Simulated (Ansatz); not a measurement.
## C28H: nudged elastic band (part 2 of 2)

C28H (defect cell, 29 atoms in the cell); DFT PBE, scalar-relativistic, plane waves, PAW, no spin polarisation (Ansatz 0.2.0); cutoff 420 eV, 4×4×3 k-mesh, Gaussian smearing of 0.1 eV. The structure derives from a Materials Project entry. It belongs to a series of runs on one base structure; here: climbing-image band for the jump of H by 1.81 A.

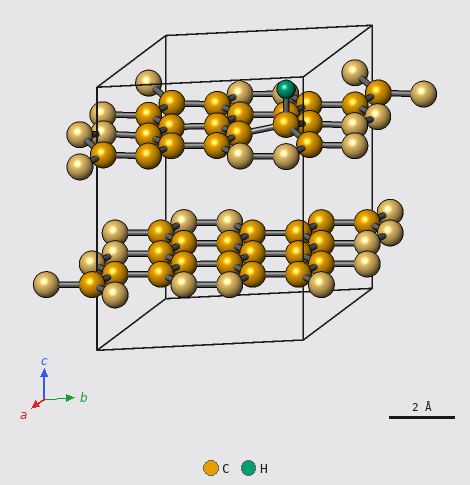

Fig. 1: The starting structure (ball-and-stick view of the cell of the calculation, seen slightly off an axis; neighbours outside the cell are drawn fainter). An atom can appear more than once, as a periodic image.

Output, continued
```
  k-point 0: bands = ["-14.8755", "-14.7039", "-11.7529", "-11.5575", "-11.5571", "-11.5409", "-11.5402", "-11.4933", "-11.4107", "-11.4105", "-11.4071", "-11.4070", "-11.4055", "-11.4039", "-5.7341", "-5.4163", "-5.3889", "-5.3888", "-5.3603", "-5.3600", "-5.3287", "-5.3235", "-5.2970", "-5.2966", "-5.2440", "-5.2439", "-3.8030", "-2.6451", "-2.6308", "-2.5922", "-2.5841", "-2.5836", "-2.5781", "-2.5777", "-2.5460", "-2.5332", "-2.5329", "-2.4951", "-2.4946", "-2.3303", "-1.3578", "0.5031", "0.5032", "0.5520", "0.5525", "0.6221", "1.2040", "1.2546", "1.2549", "1.2566", "1.2571", "1.3059", "1.7686", "1.7690", "1.7789", "1.7792", "5.3859", "7.9709", "8.0925", "8.4595", "8.4596", "8.5649", "8.5652", "8.6456", "8.8469", "8.8778", "8.8782", "8.8955", "8.8957", "11.3701", "12.1562", "12.1709", "12.1712", "12.2611", "12.2612", "12.2930", "12.9988", "12.9992", "13.0259", "13.0260", "13.4988", "13.8458", "14.0278", "14.0284", "14.1697", "14.1881"]
  k-point 1: bands = ["-14.8735", "-14.7061", "-11.7518", "-11.5565", "-11.5561", "-11.5397", "-11.5390", "-11.4916", "-11.4120", "-11.4118", "-11.4082", "-11.4080", "-11.4067", "-11.4057", "-5.7323", "-5.4161", "-5.3884", "-5.3882", "-5.3603", "-5.3600", "-5.3291", "-5.3241", "-5.2970", "-5.2966", "-5.2446", "-5.2444", "-3.7755", "-2.6491", "-2.6297", "-2.6068", "-2.5835", "-2.5830", "-2.5776", "-2.5773", "-2.5420", "-2.5334", "-2.5331", "-2.4955", "-2.4950", "-2.3732", "-1.3312", "0.5341", "0.5342", "0.5864", "0.5868", "0.6605", "1.1705", "1.2168", "1.2174", "1.2180", "1.2183", "1.2586", "1.7649", "1.7653", "1.7748", "1.7752", "5.4681", "8.0216", "8.4350", "8.4676", "8.4677", "8.5741", "8.5744", "8.6364", "8.8397", "8.8656", "8.8660", "8.8803", "8.8806", "10.4604", "12.0245", "12.6076", "12.6078", "12.6954", "12.6955", "12.7354", "13.0026", "13.0031", "13.0076", "13.0269", "13.0270", "13.9453", "13.9457", "14.0490", "14.0828", "14.1057"]
  k-point 2: bands = ["-14.6647", "-14.4941", "-12.9935", "-12.8351", "-12.1992", "-12.1410", "-12.0242", "-12.0095", "-10.6150", "-10.5516", "-10.4512", "-10.4313", "-9.8262", "-9.7037", "-7.3540", "-7.2769", "-7.2107", "-7.1574", "-5.8748", "-5.7796", "-5.1269", "-5.0066", "-4.2880", "-4.2212", "-4.1909", "-4.1247", "-3.7466", "-3.6017", "-3.5543", "-3.1608", "-3.1326", "-2.5801", "-2.5388", "-2.1559", "-1.9710", "-1.9230", "-1.7866", "-1.2755", "-1.2434", "-1.1974", "-1.1603", "-0.6216", "-0.2568", "-0.1403", "0.6016", "0.6137", "0.8735", "0.9052", "1.0032", "1.2379", "1.2703", "1.6518", "2.1117", "2.2163", "2.3331", "2.8613", "5.1650", "6.5019", "6.8940", "7.0697", "7.4049", "7.5924", "8.0436", "8.6408", "9.2614", "9.5742", "9.7764", "10.2772", "10.6212", "11.1023", "11.4042", "11.4473", "11.9605", "12.4006", "12.5540", "12.6027", "12.7684", "13.0603", "13.1469", "13.1924", "13.5558", "13.6280", "13.7311", "13.8022", "13.8359", "13.8911"]
  k-point 25: bands = ["-14.0819", "-13.9808", "-13.8693", "-13.8683", "-12.4016", "-12.3427", "-12.2272", "-12.2133", "-9.6221", "-9.5186", "-9.3483", "-9.2631", "-9.1862", "-9.1857", "-8.5046", "-8.4781", "-7.5441", "-7.4879", "-7.4274", "-7.4189", "-4.7606", "-4.5609", "-4.5448", "-4.4851", "-4.3587", "-4.3487", "-4.2895", "-4.2856", "-3.2890", "-2.2883", "-1.6972", "-1.6876", "-1.5637", "-1.5088", "-1.3532", "-1.3344", "-1.3088", "-1.2362", "-1.1046", "-0.9973", "-0.9682", "-0.9628", "-0.8083", "-0.3894", "0.0497", "0.1245", "0.1347", "0.1993", "0.3774", "0.4837", "1.4534", "2.4945", "2.5157", "2.9387", "3.2677", "3.3222", "5.0736", "5.9373", "6.1914", "6.2491", "6.2695", "6.5023", "8.3143", "9.4184", "9.4585", "9.5892", "9.8659", "9.9807", "10.8855", "11.5109", "11.5917", "11.6323", "11.9497", "12.1575", "12.4691", "12.8492", "12.8619", "12.9868", "13.0550", "13.1585", "13.2859", "13.3027", "13.4600", "13.5331", "13.5485", "13.6507"]
this run last wrote the band of iteration 9 to [file]
--- NEB band (5 images, 9 band iterations, 393 SCF iterations) ---
  forward barrier  = 0.775388 eV
  backward barrier = 0.775388 eV
  lagrangian_above_aufbau_ev (what the smearing adds, to first order; not taken off the barriers): saddle image -0.011113 eV, end points -0.020412 and -0.020412 eV
  climbing image's point = of an order that was not read
  energies are F+E_penalty+E_count in eV, relative to image 0
  image     s (Å)  Δ vs image 0  max|band force component| (eV/Å)
      0    0.0000      0.000000                                 —
      1    2.1813      0.005698                          3.457e-2
  *   2    4.3620      0.775388                          1.696e-2
      3    6.5431      0.005707                          3.469e-2
      4    8.7248      0.000000                                 —
  climbing-image geometry (image 2):
  cell:  # Å, volume = 312.2141 Å³
    - [1.2332663983, -6.4082401833, 0.0]
    - [4.9330655932, 4.2721601222, 0.0]
    - [0.0, 0.0, 8.4654490661]
  atoms:
    - { symbol: C, position: [0.8338487481150151, 0.1693410452620665, 0.19893103030828815] }
    - { symbol: C, position: [0.4049305445899597, 0.023565818488400753, 0.20630082445555434] }
    - { symbol: C, position: [-0.021497557417345187, -0.11969488004581985, 0.1988557977455003] }
    - { symbol: C, position: [0.6905834599762792, 0.4525247651167785, 0.2063023981997751] }
    - { symbol: C, position: [0.2616224572648923, 0.3092216943122056, 0.2063082635356516] }
    - { symbol: C, position: [0.5447803699628692, 0.7356611585111932, 0.19886745359189223] }
    - { symbol: C, position: [0.11904485562453501, 0.5950950742459367, 0.21004499296183785] }
    - { symbol: C, position: [0.8808461585293068, 0.4046217238629801, 0.7936996688446111] }
    - { symbol: C, position: [0.45238496284847995, 0.26205305060124534, 0.7899414503218691] }
    - { symbol: C, position: [0.0266610383961949, 0.1214961953934437, 0.8011597022171595] }
    - { symbol: C, position: [0.7375788438687442, 0.6877954499885028, 0.8010852929815016] }
    - { symbol: C, position: [0.3098081341333513, 0.5479277766988996, 0.7936936290911629] }
    - { symbol: C, position: [0.592917545168449, 0.9768448385866172, 0.8011710791738054] }
    - { symbol: C, position: [0.16649821565945033, 0.8335826707415223, 0.7937008523453963] }
    - { symbol: C, position: [0.6436752903163407, 0.21542808719546394, 0.20521369138512874] }
    - { symbol: C, position: [0.21475956904215227, 0.07049404154070113, 0.20520678648046464] }
    - { symbol: C, position: [0.7857111410611929, -0.07155842103330419, 0.17588703775267064] }
    - { symbol: C, position: [0.49871964108710304, 0.4993845424476064, 0.205201303153185] }
    - { symbol: C, position: [0.07113451043149369, 0.35710229899715534, 0.20615200967867986] }
    - { symbol: C, position: [0.3570332091881884, 0.7852062922460957, 0.20614483472095205] }
    - { symbol: C, position: [0.9289457144050315, 0.6429940531391682, 0.20612593667195991] }
    - { symbol: C, position: [0.9277515920091959, 0.6417155190384877, 0.7947911090200719] }
    - { symbol: C, position: [0.5002963324410545, 0.5000461675708807, 0.7938461734954401] }
    - { symbol: C, position: [0.07271482350307551, 0.3577648362950297, 0.7948033245228626] }
    - { symbol: C, position: [0.785718092576443, 0.9287041373332382, 0.8241845780105383] }
    - { symbol: C, position: [0.3566687140500443, 0.7866575164423941, 0.7947970762763228] }
    - { symbol: C, position: [0.6424828719927903, 0.2141524531436436, 0.7938720398627245] }
    - { symbol: C, position: [0.21439602868946234, 1.0719430949829842, 0.793852574181496] }
    - { symbol: H, position: [0.7856989781362526, 0.9285004274464835, -0.0001409109865001633] }
```

The last band as extended XYZ (Å, eV, eV/Å)
```
29
Lattice="1.2333 -6.4082 0.0000 4.9331 4.2722 0.0000 0.0000 0.0000 8.4654" Properties=species:S:1:pos:R:3:forces:R:3 image=0 energy=-7040.76778
C     2.3432   -4.3585    2.1174    0.0070   0.0028   0.0028
C     1.1097   -2.2226    2.1172    0.0000   0.0015  -0.0002
C    -0.1235   -0.0867    2.1188    0.0070  -0.0038  -0.0099
C     3.5761   -2.2225    2.1174   -0.0077  -0.0064   0.0024
C     2.3429   -0.0865    2.1168   -0.0065   0.0030   0.0017
C     4.8094   -0.0862    2.1187    0.0006   0.0065  -0.0065
C     3.5762    2.0494    2.1165    0.0002  -0.0031   0.0019
C     2.6199   -4.1933    6.2521    0.0040  -0.0093  -0.0021
C     1.3908   -2.0553    6.1913   -0.0062  -0.0061  -0.0081
C     0.1883    0.0641    6.2965   -0.0048   0.0025   0.0085
C     3.8278   -2.0736    6.2971   -0.0009   0.0011   0.0081
C     2.6279    0.0781    6.2523    0.0036   0.0003  -0.0074
C     5.0898    0.1155    6.2978   -0.0047  -0.0061   0.0056
C     3.8575    2.2212    6.2524    0.0089   0.0033  -0.0024
C     2.3429   -2.9346    2.1170   -0.0029  -0.0011  -0.0013
C     1.1099   -0.7987    2.1172    0.0030  -0.0022   0.0019
C     1.1099   -5.0705    2.1192    0.0071   0.0010  -0.0063
C     3.5760   -0.7985    2.1177   -0.0073   0.0015  -0.0029
C     2.3430    1.3375    2.1163    0.0000   0.0013   0.0059
C     4.8094    1.3377    2.1173    0.0014   0.0090   0.0005
C     4.8093   -2.9347    2.1174    0.0006  -0.0084   0.0010
C     3.8420   -3.4797    6.2573   -0.0143   0.0018  -0.0072
C     2.6246   -1.3491    6.2334   -0.0045   0.0056   0.0028
C     1.3988    0.7794    6.2566    0.0004  -0.0003  -0.0014
C     5.0908   -1.3435    6.6063   -0.0006   0.0020   0.0008
C     3.8649    0.8061    6.2573   -0.0003   0.0029  -0.0007
C     1.3856   -3.4770    6.2341    0.0100   0.0094  -0.0033
C     5.0951    2.9320    6.2337    0.0087  -0.0117  -0.0026
H     5.0920   -1.3445   -0.7306   -0.0019   0.0029   0.0190
29
Lattice="1.2333 -6.4082 0.0000 4.9331 4.2722 0.0000 0.0000 0.0000 8.4654" Properties=species:S:1:pos:R:3:forces:R:3 image=2 energy=-7039.99240
C     1.8637   -4.6201    1.6840    0.0016  -0.0001  -0.0032
C     0.6156   -2.4942    1.7464    0.0010  -0.0022   0.0009
C    -0.6170   -0.3736    1.6834   -0.0044   0.0016   0.0030
C     3.0840   -2.4922    1.7464    0.0020  -0.0016  -0.0006
C     1.8481   -0.3555    1.7465   -0.0023   0.0024   0.0000
C     4.3009   -0.3482    1.6835   -0.0006  -0.0049   0.0025
C     3.0825    1.7795    1.7781    0.0007   0.0036   0.0001
C     3.0823   -3.9161    6.7190   -0.0012   0.0028   0.0008
C     1.8506   -1.7795    6.6872   -0.0006  -0.0035   0.0002
C     0.6322    0.3482    6.7822    0.0056   0.0024  -0.0072
C     4.3026   -1.7882    6.7815   -0.0068  -0.0030  -0.0014
C     3.0850    0.3555    6.7190    0.0011  -0.0026   0.0001
C     5.5501    0.3737    6.7823    0.0045   0.0038  -0.0077
C     4.3175    2.4942    6.7190   -0.0003   0.0012  -0.0007
C     1.8565   -3.2045    1.7372   -0.0022   0.0021  -0.0003
C     0.6126   -1.0751    1.7372   -0.0025   0.0014  -0.0032
C     0.6160   -5.3407    1.4890   -0.0018  -0.0008   0.0153
C     3.0786   -1.0625    1.7371    0.0060   0.0052  -0.0027
C     1.8493    1.0698    1.7452    0.0004  -0.0027   0.0004
C     4.3138    1.0666    1.7451   -0.0028  -0.0040  -0.0024
C     4.3176   -3.2059    1.7449    0.0052   0.0003  -0.0008
C     4.3098   -3.2037    6.7283    0.0005  -0.0011   0.0000
C     3.0838   -1.0697    6.7203    0.0003   0.0018  -0.0003
C     1.8546    1.0625    6.7284   -0.0066  -0.0070   0.0032
C     5.5504   -1.0675    6.9771    0.0012   0.0005   0.0077
C     4.3205    1.0751    6.7283    0.0042  -0.0008   0.0036
C     1.8488   -3.2023    6.7205   -0.0067  -0.0008   0.0015
C     5.5524    3.2056    6.7203    0.0032   0.0052   0.0032
H     5.5493   -1.0682   -0.0012    0.0015   0.0008  -0.0119
29
Lattice="1.2333 -6.4082 0.0000 4.9331 4.2722 0.0000 0.0000 0.0000 8.4654" Properties=species:S:1:pos:R:3:forces:R:3 image=4 energy=-7040.76778
C     2.3386   -4.3346    2.1684    0.0009  -0.0011  -0.0081
C     1.0756   -2.2212    2.2131   -0.0089  -0.0033   0.0024
C    -0.1567   -0.1155    2.1677    0.0047   0.0061  -0.0056
C     3.5464   -2.2149    2.2133   -0.0040   0.0093   0.0021
C     2.3051   -0.0781    2.2132   -0.0036  -0.0003   0.0074
C     4.7448   -0.0641    2.1689    0.0048  -0.0025  -0.0085
C     3.5423    2.0553    2.2741    0.0062   0.0061   0.0081
C     2.5902   -4.1857    6.3481    0.0077   0.0064  -0.0024
C     1.3569   -2.0494    6.3490   -0.0002   0.0031  -0.0019
C     0.1237    0.0862    6.3467   -0.0006  -0.0065   0.0065
C     3.8232   -2.0497    6.3481   -0.0070  -0.0028  -0.0028
C     2.5902    0.0865    6.3487    0.0065  -0.0030  -0.0017
C     5.0565    0.0867    6.3467   -0.0070   0.0038   0.0099
C     3.8233    2.2226    6.3483    0.0000  -0.0015   0.0002
C     2.3243   -2.9285    2.2082    0.0143  -0.0018   0.0072
C     1.0681   -0.8061    2.2081    0.0003  -0.0029   0.0007
C     1.0756   -5.0647    1.8591    0.0006  -0.0020  -0.0008
C     3.5343   -0.7794    2.2088   -0.0004   0.0003   0.0014
C     2.3084    1.3491    2.2320    0.0045  -0.0056  -0.0028
C     4.7710    1.3401    2.2317   -0.0087   0.0117   0.0026
C     4.7807   -2.9312    2.2314   -0.0100  -0.0094   0.0033
C     3.8234   -3.4736    6.3484    0.0029   0.0011   0.0013
C     2.5901   -1.3375    6.3492    0.0000  -0.0013  -0.0059
C     1.3570    0.7985    6.3477    0.0073  -0.0015   0.0029
C     5.0565   -1.3377    6.3463   -0.0071  -0.0010   0.0063
C     3.8232    0.7987    6.3483   -0.0030   0.0022  -0.0019
C     1.3570   -3.4735    6.3481   -0.0006   0.0084  -0.0010
C     5.0567    2.9344    6.3482   -0.0014  -0.0090  -0.0005
H     6.0074   -0.7916    0.7306    0.0019  -0.0029  -0.0190
```

This output came from the following input.

The input
```yaml
crystal:
  lattice:
    - [1.2332663983, -6.4082401833, 0.0]
    - [4.9330655932, 4.2721601222, 0.0]
    - [0.0, 0.0, 8.4654490661]
  atoms:
    - { symbol: C, position: [0.8544041874, 0.2613939247, 0.2501178804] }
    - { symbol: C, position: [0.4258383612, 0.1184968962, 0.2500969717] }
    - { symbol: C, position: [-0.0027009901, -0.0243519963, 0.2502864525] }
    - { symbol: C, position: [0.7115221279, 0.5470457983, 0.2501198865] }
    - { symbol: C, position: [0.2829575299, 0.4041980256, 0.2500492808] }
    - { symbol: C, position: [0.5686336964, 0.8327641974, 0.2502782249] }
    - { symbol: C, position: [0.1401231727, 0.6899062482, 0.2500130931] }
    - { symbol: C, position: [0.8643652079, 0.3149981744, 0.7385465997] }
    - { symbol: C, position: [0.4360121656, 0.1729336521, 0.7313625433] }
    - { symbol: C, position: [0.0132408473, 0.0348551427, 0.7437897582] }
    - { symbol: C, position: [0.7207570021, 0.5957489325, 0.7438551953] }
    - { symbol: C, position: [0.2939670116, 0.4592228711, 0.7385620843] }
    - { symbol: C, position: [0.5741274283, 0.8882336046, 0.7439377225] }
    - { symbol: C, position: [0.1497374943, 0.7445324185, 0.7385731188] }
    - { symbol: C, position: [0.6639178337, 0.3089555643, 0.2500752043] }
    - { symbol: C, position: [0.2353963812, 0.1661419961, 0.2500965518] }
    - { symbol: C, position: [0.8067766318, 0.0232908557, 0.250334314] }
    - { symbol: C, position: [0.5210364034, 0.5946547199, 0.2501587874] }
    - { symbol: C, position: [0.0925016609, 0.4518273889, 0.2499869069] }
    - { symbol: C, position: [0.3781725182, 0.88038973, 0.2501072004] }
    - { symbol: C, position: [0.9496360863, 0.7375100787, 0.2501198115] }
    - { symbol: C, position: [0.9104771328, 0.5512078923, 0.739156137] }
    - { symbol: C, position: [0.4844778334, 0.4109268685, 0.7363346552] }
    - { symbol: C, position: [0.0577848354, 0.269112668, 0.7390777635] }
    - { symbol: C, position: [0.7694023312, 0.8396175067, 0.7803844606] }
    - { symbol: C, position: [0.3398769276, 0.6985062434, 0.7391583722] }
    - { symbol: C, position: [0.6255755747, 0.1244906436, 0.7364162857] }
    - { symbol: C, position: [0.1980183007, 0.9833396088, 0.7363695721] }
    - { symbol: H, position: [0.7696724685, 0.8397930618, -0.0862988536] }
basis:
  ecutwfc: 420
  xc_grid: 2
kpoints:
  mp_grid: { grid: [4, 4, 3], shift: [0.0, 0.0, 0.0] }
hamiltonian:
  xc: pbe
scf:
  occupations: { method: gaussian, width: 0.1 }
output:
  forces: true
neb:
  images: 3
  f_tol: 0.05
  max_iterations: 70
  order_check: false
  final_atoms:
    - { symbol: C, position: [0.8506715694, 0.2613939247, 0.2561448047] }
    - { symbol: C, position: [0.4216910772, 0.1126104386, 0.2614268812] }
    - { symbol: C, position: [-0.0026988569, -0.0310907475, 0.2560622775] }
    - { symbol: C, position: [0.7070633635, 0.5421446828, 0.2614534003] }
    - { symbol: C, position: [0.2774615598, 0.397919986, 0.2614379157] }
    - { symbol: C, position: [0.5581877241, 0.8222877145, 0.2562102418] }
    - { symbol: C, position: [0.1354164058, 0.6842092051, 0.2686374567] }
    - { symbol: C, position: [0.8599064436, 0.3100970589, 0.7498801135] }
    - { symbol: C, position: [0.4313053987, 0.167236609, 0.7499869069] }
    - { symbol: C, position: [0.002794875, 0.0243786597, 0.7497217751] }
    - { symbol: C, position: [0.717024384, 0.5957489325, 0.7498821196] }
    - { symbol: C, position: [0.2884710415, 0.4529448315, 0.7499507192] }
    - { symbol: C, position: [0.5741295615, 0.8814948534, 0.7497135475] }
    - { symbol: C, position: [0.1455902102, 0.7386459609, 0.7499030283] }
    - { symbol: C, position: [0.6609514386, 0.3059349649, 0.260843863] }
    - { symbol: C, position: [0.2315516438, 0.1586366137, 0.2608416278] }
    - { symbol: C, position: [0.8020262402, 0.0175253505, 0.2196155394] }
    - { symbol: C, position: [0.5136437361, 0.5880301892, 0.2609222365] }
    - { symbol: C, position: [0.086950738, 0.4462159886, 0.2636653448] }
    - { symbol: C, position: [0.3734102707, 0.8738032483, 0.2636304279] }
    - { symbol: C, position: [0.9458529967, 0.7326522135, 0.2635837143] }
    - { symbol: C, position: [0.9075107377, 0.5481872929, 0.7499247957] }
    - { symbol: C, position: [0.4789269106, 0.4053154682, 0.7500130931] }
    - { symbol: C, position: [0.0503921681, 0.2624881372, 0.7498412126] }
    - { symbol: C, position: [0.7646519396, 0.8338520014, 0.749665686] }
    - { symbol: C, position: [0.3360321902, 0.691000861, 0.7499034482] }
    - { symbol: C, position: [0.6217924852, 0.1196327784, 0.7498801885] }
    - { symbol: C, position: [0.1932560532, 0.9767531272, 0.7498927996] }
    - { symbol: H, position: [0.8017561029, 1.0173497953, 0.0862988536] }
```

Command:
```bash
ansatz run input.yaml --threads 4 --pin off --max-ram 10240MiB --backend cpu --events-out ev --progress --plain --runs-dir out
```

Key numbers

```csv
quantity,value
outcome,converged
"barrier, forward",0.775 eV
"barrier, backward",0.775 eV
electrons treated,113
hardware,"4 threads of AMD EPYC (Zen 3), 189 GiB of memory available, shared host"
wall time,34 min (CPU time 1.6 h)
peak memory,2.5 GiB
```

The order of the saddle point was not checked.
